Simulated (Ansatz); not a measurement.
# Geometry relaxation of GeSi5 (part 2 of 2)

The same run, continued: GeSi5 (6 atoms in the cell); DFT PBE, scalar-relativistic, plane waves, PAW, no spin polarisation (Ansatz 0.2.0); cutoff 420 eV, 12×12×4 k-mesh, Gaussian smearing of 0.1 eV. The structure was made by a generator, so it may or may not be a known phase.

Geometry of the input (Å; fractional positions):
```
3.0275  0.0000  0.0000
0.0000  3.4603  0.0000
0.0000  0.0000  8.9177
Si 0.0000  0.0000  0.8387
Si 0.5000  0.5000  0.0000
Si 0.0000  0.0000  0.1613
Si 0.5000  0.5000  0.2997
Si 0.5000  0.5000  0.7003
Ge 0.0000  0.0000  0.5000
```

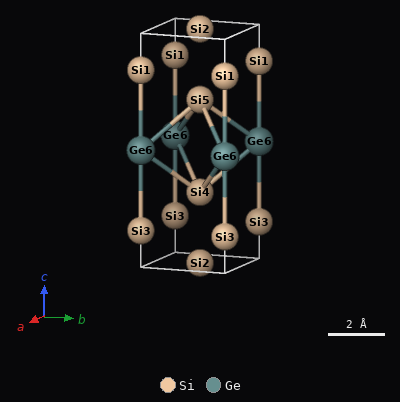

The geometry at step 5 of the log (ball-and-stick view of the cell of the calculation, seen slightly off an axis; atoms are numbered from 1 in the order of the input).

## The program's output, continued
```
SCF iter   1: F=—  HF=-7471.153091 eV  |F-HF|=—  |Δ(HF+E_count)|=         —  Δρ=7.29e-5  dr2=2.76e-5  ethr=7.99e-8  ⟨swp⟩=2.3  Hψ=19270  notcnv=0
preconditioner: auto → Kerker (q_TF=auto, 2.306 Å⁻¹)  [metal: Δε(μ)=0.001 eV  Ē_g=7.793 eV  σ=0.100 eV  W_gap=0.00  n_scr=18 (ndim 8)  ℏωp=18.8 eV  f_vac=0.000  D(μ)=2.57/eV (n_scr^D=18)]
SCF iter   2: F=—  HF=-7471.153134 eV  |F-HF|=—  |Δ(HF+E_count)|=   4.33e-5  Δρ=4.22e-5  dr2=7.38e-6  ethr=7.99e-8  ⟨swp⟩=1.0  Hψ=3387  notcnv=0
SCF iter   3: F=—  HF=-7471.153132 eV  |F-HF|=—  |Δ(HF+E_count)|=   1.88e-6  Δρ=8.41e-6  dr2=8.73e-8  ethr=2.17e-8  ⟨swp⟩=1.6  Hψ=3664  notcnv=0
SCF iter   4: F=-7471.153132 eV  HF=-7471.153132 eV  |F-HF|=1.96e-8  |Δ(HF+E_count)|=   1.95e-8  Δρ=3.56e-6  dr2=9.51e-9  ethr=5.83e-11  ⟨swp⟩=7.6  Hψ=19771  notcnv=0
SCF 9 converged in 4 iterations: F = -7471.153132 eV  dr2 = 9.51e-9
relax step   9: F+E_penalty+E_count = -7471.15313200 eV  Δ(F+E_penalty+E_count) = -1.851e-5 eV  max|allowed force component| = 2.505e-3 eV/Å  Δτ_max = 0.0012 Å  P = -0.008 GPa  Ω = 93.161 Å³  energy of the carried Pulay correction = -1.142e-5 eV  (4 SCF iters, dr2 threshold 1.98e-8 eV, accepted)
iter 1 solved again at ethr=7.96e-7 eV; its pass at ethr=3.10e-3 eV (dr2=2.71e-4 eV) is discarded
SCF iter   1: F=—  HF=-7471.153102 eV  |F-HF|=—  |Δ(HF+E_count)|=         —  Δρ=4.70e-6  dr2=1.42e-8  ethr=7.96e-7  ⟨swp⟩=2.3  Hψ=24470  notcnv=0
eigensolver tolerance schedule: the retry pair's looser diagonalisation over-reported the residual by 19005.85 of it (diagonalisation noise at an unbounded share of the residual, at the tolerance the schedule requests for it); recorded, not acted on — ethr = c·dr2/N_el stays at c = 1.0e-1
preconditioner: auto → Kerker (q_TF=auto, 2.306 Å⁻¹)  [metal: Δε(μ)=0.002 eV  Ē_g=7.793 eV  σ=0.100 eV  W_gap=0.01  n_scr=18 (ndim 8)  ℏωp=18.8 eV  f_vac=0.000  D(μ)=2.57/eV (n_scr^D=18)]
SCF iter   2: F=—  HF=-7471.153145 eV  |F-HF|=—  |Δ(HF+E_count)|=   4.31e-5  Δρ=1.93e-6  dr2=3.12e-9  ethr=4.19e-11  ⟨swp⟩=3.1  Hψ=6868  notcnv=0
SCF iter   3: F=—  HF=-7471.153145 eV  |F-HF|=—  |Δ(HF+E_count)|=  1.75e-10  Δρ=1.22e-6  dr2=1.37e-9  ethr=9.17e-12  ⟨swp⟩=2.0  Hψ=4116  notcnv=0
SCF iter   4: F=-7471.153145 eV  HF=-7471.153145 eV  |F-HF|=2.27e-11  |Δ(HF+E_count)|=  2.64e-11  Δρ=2.04e-7  dr2=4.62e-11  ethr=1.00e-12  ⟨swp⟩=4.5  Hψ=16824  notcnv=0
SCF 10 converged in 4 iterations: F = -7471.153145 eV  dr2 = 4.62e-11
relax step  10: F+E_penalty+E_count = -7471.15314470 eV  Δ(F+E_penalty+E_count) = -1.269e-5 eV  max|allowed force component| = 2.482e-3 eV/Å  Δτ_max = 0.0000 Å  P = -0.007 GPa  Ω = 93.161 Å³  stress off target by 2.36e-2 GPa  SCF on the basis re-selected at this cell (its energy is not comparable with the rows above)  (4 SCF iters)
```

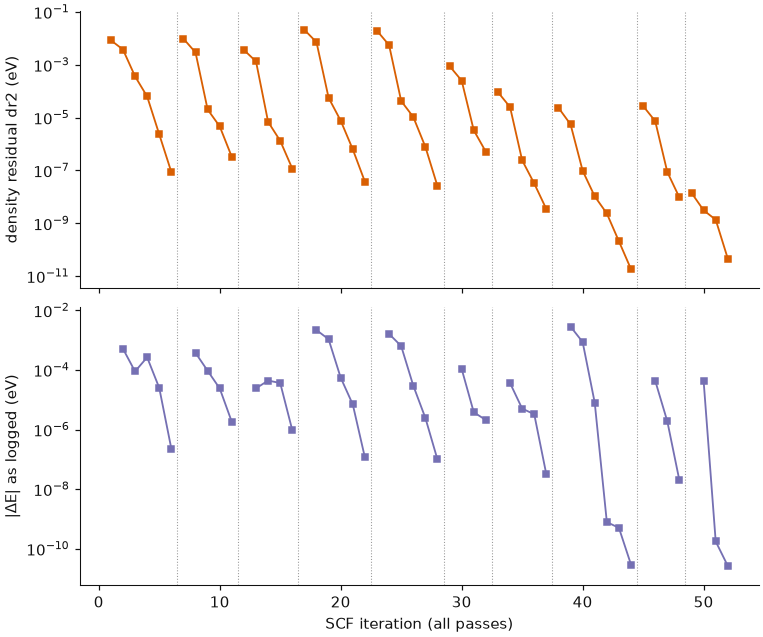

Convergence of the self-consistent field: density residual dr2 and size of the energy change against the SCF iteration. The dotted lines part the SCF passes of the relaxation: geometry steps, rejected trials and re-solves on a re-selected basis. The 10 passes take 4 to 7 iterations each, 52 in all.

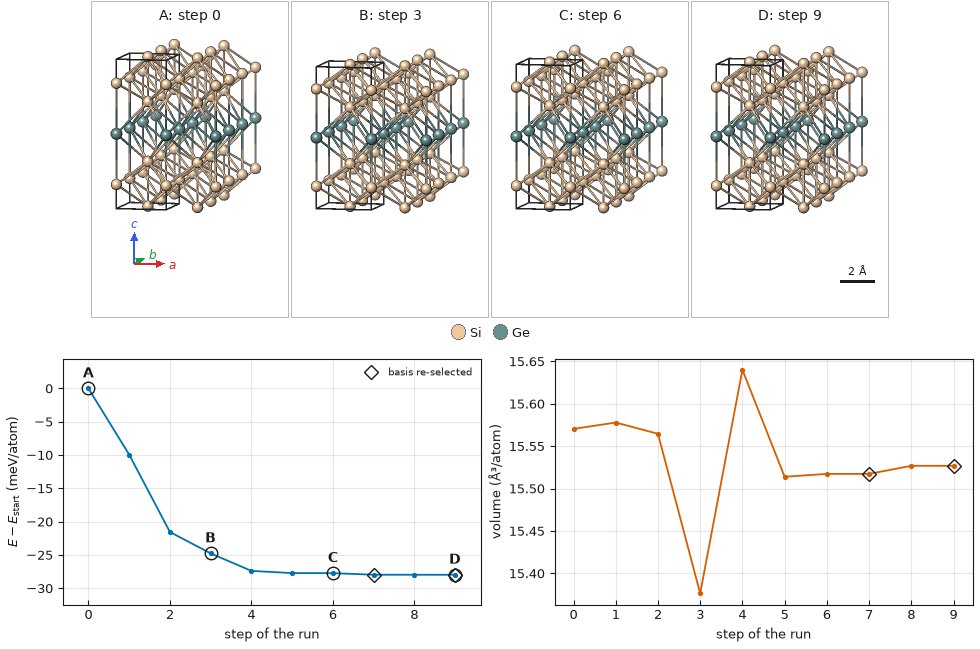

Frames of the relaxation (ball-and-stick view of the cell of the calculation, repeated 2 × 3 × 1, seen slightly off an axis) above the curves, on which the letters mark them (the first geometry is step 0 here and step 1 in the log).

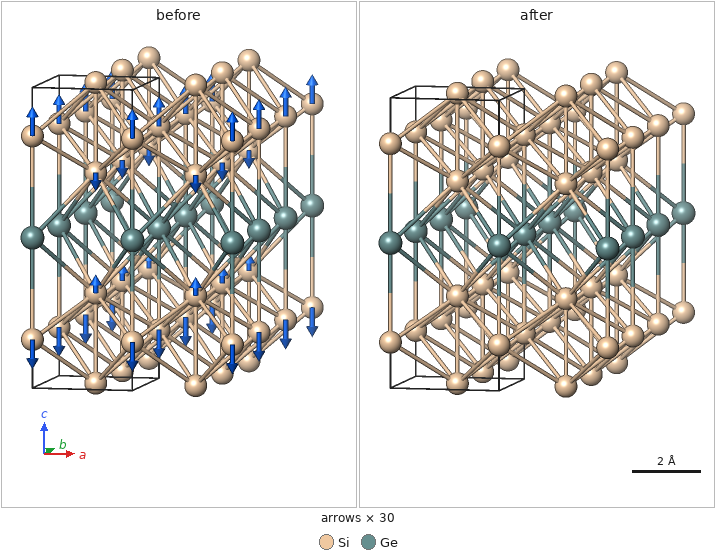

Before (left) and after (right) the relaxation, at one scale (ball-and-stick view of the cell of the calculation, repeated 2 × 3 × 1, seen slightly off an axis). The blue arrows give the displacements (without the part carried along by the change of the cell), magnified 30 times. The largest moves relative to the cell, 0.029 Å, are those of Si1 and Si3. Ge stays in place. Cell: a 3.028 → 3.288 Å (+8.6 %), b 3.460 → 3.290 Å (−4.9 %), c 8.918 → 8.611 Å (−3.4 %). Volume −0.3 %. Among the contacts that change: Si1–Si3 2.877 → 2.719 Å, Si1–Ge6 3.020 → 2.946 Å, Si2–Si4 2.673 → 2.599 Å, Si4–Ge6 2.911 → 2.885 Å. The space group (tolerance 0.01 Å) goes from Pmmm (No. 47) to P4/mmm (No. 123). The energy falls by 28.0 meV per atom in 7 geometry steps. The largest force component goes from 0.17 to 0.0025 eV/Å. Pressure: 0.05 GPa at the start and −0.01 GPa at the end. The basis was re-selected once at an unchanged geometry, which shifts the energy a little without any move. The energy change given includes the shifts at the re-selections in mid-walk, which come without any move. A last SCF at the same geometry on a re-selected plane-wave basis shifts the energy by next to nothing (0.0 meV per atom). (Atoms are counted from 1 in the order of the input.)

```
basis re-selected at this cell: Δ(F+E_penalty+E_count) = -1.269e-5 eV, ΔP = +0.000 GPa vs the last step (what re-selecting the basis moved, of the pressure what is left beyond the Pulay correction that the steps carried, after the strain that the cell walked since its last selection, with what the two solves' SCF thresholds leave and, on support functions, any second-order correction that the steps lacked; it is no measure of the basis error at this ecutwfc). This SCF's stress stands 2.36e-2 GPa from its target on what of the cell is left free (relax.cell.stress_tol is 5.00e-2 GPa) and its largest allowed force component is 2.48e-3 eV/Å (relax.f_tol is 1.00e-2 eV/Å): within both
SCF converged after 4 iterations
Free energy (F): -7471.153145 eV
Harris-Foulkes:  -7471.153145 eV  (|F-HF|=2.27e-11)
Internal energy: -7471.140288 eV  (E = F + TS)
E sigma→0 (E₀):  -7471.146716 eV
Entropy (-TS):   -0.012857 eV (-2.143 meV/atom)
Fermi energy:    10.391615 eV
--- Per-component energies (eV) ---
  E_band       = -25.232014
  E_kinetic    = 313.484193
  E_local      = -2897.581814  (includes V_loc(G=0)·N_el)
  E_nonlocal   = 542.479323
  E_hartree    = 1317.516649
  E_xc         = -354.975176
  E_vxc        = -302.731381  (∫ρ·V_xc dr)
  E_paw        = -4577.122050  (= ΣΔE_a)
  E_vpaw       = -315.915891  (= ΣTr[D̂ρ^β])
  E_aug_tail   = 0.000389  (compensation charges beyond the density's cutoff)
  E_ewald      = -1814.941801
  E_smearing   = -0.012857  (= −TS)
  E_closure    = -0.000000  (closes the sum)
  Σ components = -7471.153145   (vs F -7471.153145, Δ=0.00e0)
--- Forces (eV/Å), atoms counted from 1 ---
  atom   1  Si     0.00000000     0.00000000     0.00087380
  atom   2  Si    -0.00000000     0.00000000     0.00000000
  atom   3  Si     0.00000000    -0.00000000    -0.00087380
  atom   4  Si     0.00000000     0.00000000    -0.00248248
  atom   5  Si     0.00000000    -0.00000000     0.00248248
  atom   6  Ge     0.00000000    -0.00000000     0.00000000
  max |Σ_I F_I| component: 4.34e-19 eV/Å
--- Stress (GPa, compression-positive) ---
        0.002986       0.000000      -0.000000
        0.000000      -0.023577      -0.000000
       -0.000000      -0.000000      -0.001588
  P = ⅓ Tr σ = -0.0074 GPa (-0.074 kbar)
--- Band table (eV; the first three rows and the last of 147) ---
  k-point 0: bands = ["-14.3016", "-14.2938", "-14.2768", "-14.2767", "-14.2645", "-3.6550", "-1.7655", "-1.2452", "4.0949", "4.4612", "8.4781", "8.4913", "9.3433", "10.1631", "10.1762", "11.1575", "11.2239", "11.2370", "11.2584", "12.1732", "12.8518", "13.8984", "15.2550"]
  k-point 1: bands = ["-14.3016", "-14.2938", "-14.2768", "-14.2767", "-14.2645", "-3.5673", "-2.3464", "-0.3947", "2.4917", "6.2725", "8.5393", "8.5525", "9.4066", "9.8157", "9.8288", "10.3125", "11.0441", "11.8396", "11.8524", "12.2251", "12.6260", "13.6277", "14.3876"]
  k-point 2: bands = ["-14.3016", "-14.2938", "-14.2768", "-14.2767", "-14.2645", "-3.4369", "-2.7056", "0.7428", "1.1111", "8.3780", "8.4246", "8.6177", "8.6309", "9.4939", "9.5602", "9.5734", "10.5499", "12.2876", "12.9768", "12.9893", "13.0122", "13.0250", "13.4101"]
  k-point 146: bands = ["-14.2936", "-14.2896", "-14.2895", "-14.2726", "-14.2433", "2.3588", "2.7847", "2.9102", "3.5199", "3.7922", "3.7925", "4.6744", "4.6744", "6.2973", "6.8654", "7.2549", "7.5959", "8.2167", "8.2194", "8.2954", "8.2982", "13.6176", "14.1432"]
--- Relaxed structure (8 steps of the walk, 8 accepted, 2 SCFs on fresh bases) ---
  F+E_penalty+E_count = -7471.15314470 eV   max|allowed force component| = 2.482e-3 eV/Å   (the final SCF, on the basis selected at the relaxed cell)
  cell:  # Å, volume = 93.1614 Å³
    - [3.288284202988509, -4.8766553484196444e-32, 3.3410571970405795e-33]
    - [-6.660582364319516e-32, 3.2901436350239384, -1.1454742769655658e-32]
    - [9.841244068879315e-33, -2.952077510204994e-32, 8.610963984708524]
  atoms:
    - { symbol: Si, position: [-1.5653364957619336e-33, -8.330616936393739e-35, 0.8420949374360998] }
    - { symbol: Si, position: [0.5, 0.49999999999999994, -4.052616674340556e-21] }
    - { symbol: Si, position: [-1.8038892054557827e-33, 5.583941147883013e-35, 0.15790506256390024] }
    - { symbol: Si, position: [0.5, 0.49999999999999994, 0.3018637063225668] }
    - { symbol: Si, position: [0.5, 0.49999999999999994, 0.6981362936774332] }
    - { symbol: Ge, position: [2.7127087647477673e-33, -7.645759780683021e-36, 0.5] }
```

## Trajectory as extended XYZ (Å, eV, eV/Å), 10 frames, from step=1 to step=10
```
6
Lattice="3.0275 0.0000 0.0000 0.0000 3.4603 0.0000 0.0000 0.0000 8.9177" Properties=species:S:1:pos:R:3:forces:R:3 step=1 energy=-7470.98534 pressure_GPa=0.05
Si    0.0000    0.0000    7.4790    0.0000   0.0000   0.1691
Si    1.5138    1.7301    0.0000    0.0000   0.0000   0.0000
Si    0.0000    0.0000    1.4387    0.0000   0.0000  -0.1691
Si    1.5138    1.7301    2.6728    0.0000   0.0000   0.0828
Si    1.5138    1.7301    6.2449    0.0000   0.0000  -0.0828
Ge    0.0000    0.0000    4.4589    0.0000   0.0000   0.0000
6
Lattice="3.0996 0.0000 0.0000 0.0000 3.3847 0.0000 0.0000 0.0000 8.9091" Properties=species:S:1:pos:R:3:forces:R:3 step=2 energy=-7471.04497 pressure_GPa=-0.20
Si    0.0000    0.0000    7.4890    0.0000   0.0000   0.1139
Si    1.5498    1.6923    0.0000    0.0000   0.0000   0.0000
Si    0.0000    0.0000    1.4202    0.0000   0.0000  -0.1139
Si    1.5498    1.6923    2.6750    0.0000   0.0000  -0.0367
Si    1.5498    1.6923    6.2341    0.0000   0.0000   0.0367
Ge    0.0000    0.0000    4.4546    0.0000   0.0000   0.0000
6
Lattice="3.1964 0.0000 0.0000 0.0000 3.3116 0.0000 0.0000 0.0000 8.8225" Properties=species:S:1:pos:R:3:forces:R:3 step=3 energy=-7471.11464 pressure_GPa=-0.26
Si    0.0000    0.0000    7.4265    0.0000   0.0000   0.0621
Si    1.5982    1.6558    0.0000    0.0000   0.0000   0.0000
Si    0.0000    0.0000    1.3961    0.0000   0.0000  -0.0621
Si    1.5982    1.6558    2.6479    0.0000   0.0000  -0.0207
Si    1.5982    1.6558    6.1746    0.0000   0.0000   0.0207
Ge    0.0000    0.0000    4.4113    0.0000   0.0000   0.0000
6
Lattice="3.3440 0.0000 0.0000 0.0000 3.2576 0.0000 0.0000 0.0000 8.4690" Properties=species:S:1:pos:R:3:forces:R:3 step=4 energy=-7471.13388 pressure_GPa=1.02
Si    0.0000    0.0000    7.1411    0.0000   0.0000  -0.0017
Si    1.6720    1.6288    0.0000    0.0000   0.0000   0.0000
Si    0.0000    0.0000    1.3279    0.0000   0.0000   0.0017
Si    1.6720    1.6288    2.5445    0.0000   0.0000   0.1112
Si    1.6720    1.6288    5.9245    0.0000   0.0000  -0.1112
Ge    0.0000    0.0000    4.2345    0.0000   0.0000   0.0000
6
Lattice="3.3001 0.0000 0.0000 0.0000 3.2933 0.0000 0.0000 0.0000 8.6344" Properties=species:S:1:pos:R:3:forces:R:3 step=5 energy=-7471.14964 pressure_GPa=-0.66
Si    0.0000    0.0000    7.2788    0.0000   0.0000  -0.0338
Si    1.6501    1.6466    0.0000    0.0000   0.0000   0.0000
Si    0.0000    0.0000    1.3556    0.0000   0.0000   0.0338
Si    1.6501    1.6466    2.6080    0.0000   0.0000  -0.0285
Si    1.6501    1.6466    6.0264    0.0000   0.0000   0.0285
Ge    0.0000    0.0000    4.3172    0.0000   0.0000   0.0000
6
Lattice="3.2854 0.0000 0.0000 0.0000 3.2893 0.0000 0.0000 0.0000 8.6136" Properties=species:S:1:pos:R:3:forces:R:3 step=6 energy=-7471.15163 pressure_GPa=0.03
Si    0.0000    0.0000    7.2575    0.0000   0.0000  -0.0172
Si    1.6427    1.6447    0.0000    0.0000   0.0000   0.0000
Si    0.0000    0.0000    1.3562    0.0000   0.0000   0.0172
Si    1.6427    1.6447    2.6000    0.0000   0.0000  -0.0036
Si    1.6427    1.6447    6.0136    0.0000   0.0000   0.0036
Ge    0.0000    0.0000    4.3068    0.0000   0.0000   0.0000
6
Lattice="3.2853 0.0000 0.0000 0.0000 3.2912 0.0000 0.0000 0.0000 8.6108" Properties=species:S:1:pos:R:3:forces:R:3 step=7 energy=-7471.15169 pressure_GPa=0.01
Si    0.0000    0.0000    7.2523    0.0000   0.0000  -0.0042
Si    1.6426    1.6456    0.0000    0.0000   0.0000   0.0000
Si    0.0000    0.0000    1.3585    0.0000   0.0000   0.0042
Si    1.6426    1.6456    2.5993    0.0000   0.0000  -0.0019
Si    1.6426    1.6456    6.0115    0.0000   0.0000   0.0019
Ge    0.0000    0.0000    4.3054    0.0000   0.0000   0.0000
6
Lattice="3.2853 0.0000 0.0000 0.0000 3.2912 0.0000 0.0000 0.0000 8.6108" Properties=species:S:1:pos:R:3:forces:R:3 step=8 energy=-7471.15311 pressure_GPa=0.04
Si    0.0000    0.0000    7.2523    0.0000   0.0000  -0.0043
Si    1.6426    1.6456    0.0000    0.0000   0.0000   0.0000
Si    0.0000    0.0000    1.3585    0.0000   0.0000   0.0043
Si    1.6426    1.6456    2.5993    0.0000   0.0000  -0.0021
Si    1.6426    1.6456    6.0115    0.0000   0.0000   0.0021
Ge    0.0000    0.0000    4.3054    0.0000   0.0000   0.0000
6
Lattice="3.2883 0.0000 0.0000 0.0000 3.2901 0.0000 0.0000 0.0000 8.6110" Properties=species:S:1:pos:R:3:forces:R:3 step=9 energy=-7471.15313 pressure_GPa=-0.01
Si    0.0000    0.0000    7.2512    0.0000   0.0000   0.0009
Si    1.6441    1.6451    0.0000    0.0000   0.0000   0.0000
Si    0.0000    0.0000    1.3597    0.0000   0.0000  -0.0009
Si    1.6441    1.6451    2.5993    0.0000   0.0000  -0.0025
Si    1.6441    1.6451    6.0116    0.0000   0.0000   0.0025
Ge    0.0000    0.0000    4.3055    0.0000   0.0000   0.0000
6
Lattice="3.2883 0.0000 0.0000 0.0000 3.2901 0.0000 0.0000 0.0000 8.6110" Properties=species:S:1:pos:R:3:forces:R:3 step=10 energy=-7471.15315 pressure_GPa=-0.01
Si    0.0000    0.0000    7.2512    0.0000   0.0000   0.0009
Si    1.6441    1.6451    0.0000    0.0000   0.0000   0.0000
Si    0.0000    0.0000    1.3597    0.0000   0.0000  -0.0009
Si    1.6441    1.6451    2.5993    0.0000   0.0000  -0.0025
Si    1.6441    1.6451    6.0116    0.0000   0.0000   0.0025
Ge    0.0000    0.0000    4.3055    0.0000   0.0000   0.0000
```

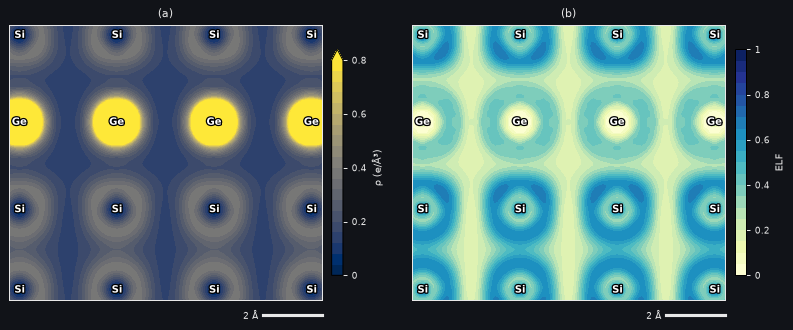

(a) valence charge density (pseudo); (b) ELF on the (100) plane of the conventional cell. Away from the nuclei the density in this plane falls to 0.12 e/Å³ at its lowest. The fields are those of the smooth PAW valence density.

## Results in brief

| quantity | value |
| --- | --- |
| outcome | converged |
| space group (tolerance 0.01 Å) | Pmmm (47) → P4/mmm (123) |
| electrons treated | 34 |
| free energy | −7471.1531 eV |
| Fermi energy | 10.392 eV |
| gap on the k-point mesh | none (metallic) |
| pressure | −0.01 GPa |
| final volume | 93.16 Å³ |
| largest force (length of the vector) at the end | 0.002 eV/Å |
| final cell | a = 3.288 Å, b = 3.290 Å, c = 8.611 Å, α = 90.00°, β = 90.00°, γ = 90.00° |
| hardware | 1 thread of AMD EPYC (Zen 3), 189 GiB of memory available, shared host |
| wall time | 4.6 min |
| peak memory | 0.58 GiB |
